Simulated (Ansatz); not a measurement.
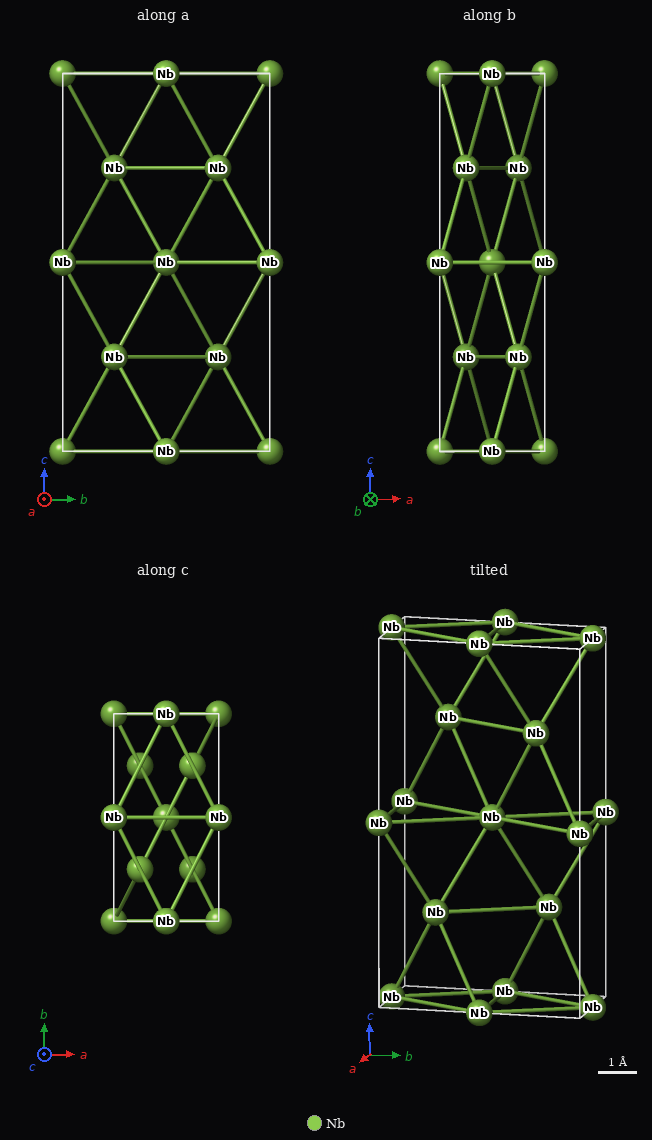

The figure gives a ball-and-stick picture of the atoms, viewed along the a axis, along the b axis, along the c axis and slightly off an axis. The parallelepiped is the drawn cell (a repeat of the simulation cell).

Lattice parameters: a = 2.8104 Å, b = 5.5631 Å, c = 10.1398 Å, α = 90.000°, β = 89.939°, γ = 90.000°.

### Convert the drawing into a CIF in P1 with every atom of the cell.

```cif
data_structure
_symmetry_space_group_name_H-M 'P 1'
_symmetry_Int_Tables_number 1
_cell_length_a 2.8104
_cell_length_b 5.5631
_cell_length_c 10.1398
_cell_angle_alpha 90.000
_cell_angle_beta 89.939
_cell_angle_gamma 90.000
_cell_volume 158.53
loop_
_atom_site_label
_atom_site_type_symbol
_atom_site_fract_x
_atom_site_fract_y
_atom_site_fract_z
_atom_site_occupancy
Nb1 Nb 0.7500 0.7500 0.7500 1
Nb2 Nb 0.5000 0.5000 0.5000 1
Nb3 Nb 0.2500 0.2500 0.7500 1
Nb4 Nb 0.7500 0.2500 0.2500 1
Nb5 Nb 0.2500 0.7500 0.2500 1
Nb6 Nb 0.0000 0.0000 0.5000 1
Nb7 Nb 0.5000 0.0000 0.0000 1
Nb8 Nb 0.0000 0.5000 0.0000 1
```

Its origin is a structure type filled with this element by a generator (whether the element takes this form wasn't checked). Earlier steps of the study may have refined or changed the cell and positions. Ansatz was used for an electronic-structure calculation on it.

At this level of theory the cell isn't at rest (stretched, at -11 GPa), so its distances can differ from those at equilibrium, the more so the softer the solid.
